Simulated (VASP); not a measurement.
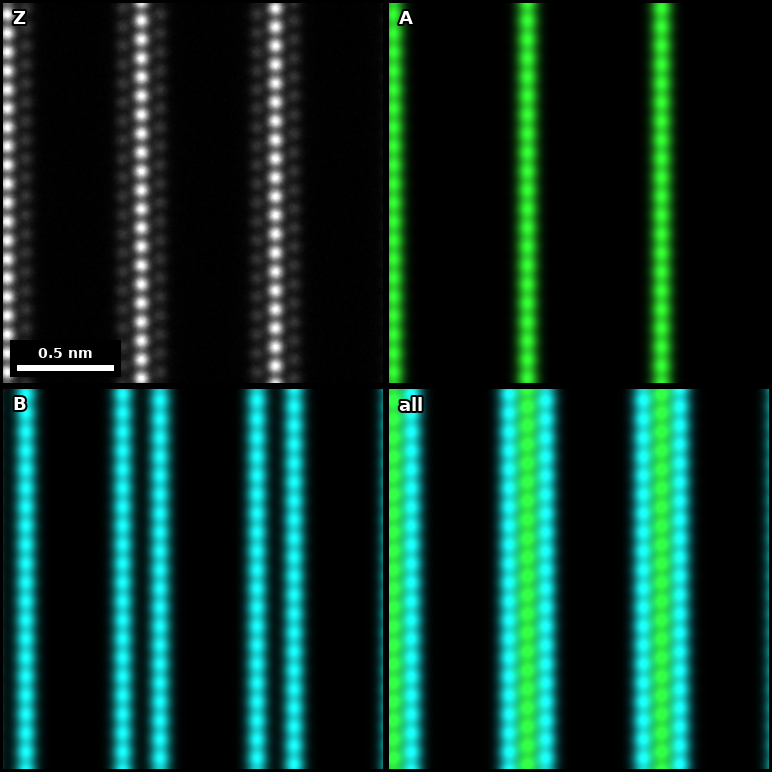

TiO₂ (R-3m, No. 166) along [310]. Panel Z: The image is simulated as a sum over atoms of Z^1.7, blurred by a 0.62 Å probe (no channelling). The probe carries 15 % of its weight in a tail 2.5 times as wide. Shot noise was added. The other panels are simulated element maps (the number of atoms of one element along the beam, blurred by 0.9 Å; each on its own scale, no channelling); the last overlays them. Structure: a cell listed in the Materials Project, as set up for an electronic-structure calculation.

```yaml
crystal:
  lattice:
    - [2.99466, 0.00000, 0.00000]
    - [-1.49733, 2.59345, 0.00000]
    - [0.00000, 0.00000, 20.94463]
  atoms:
    - { symbol: Ti, position: [0.00000, 0.00000, 0.00000] }
    - { symbol: O, position: [0.33333, 0.66667, 0.04620] }
    - { symbol: O, position: [0.33333, 0.66667, 0.28713] }
    - { symbol: Ti, position: [0.66667, 0.33333, 0.33333] }
    - { symbol: O, position: [0.00000, 0.00000, 0.37953] }
    - { symbol: O, position: [0.00000, 0.00000, 0.62047] }
    - { symbol: Ti, position: [0.33333, 0.66667, 0.66667] }
    - { symbol: O, position: [0.66667, 0.33333, 0.71287] }
    - { symbol: O, position: [0.66667, 0.33333, 0.95380] }
```

Question: Which element does each lettered map show?

Answer: A: Ti, B: O. The projected cell (0.98 × 6.99 Å, 93°) holds 3 columns: 2 of O and 1 of Ti. No column is shared by two of the mapped elements.
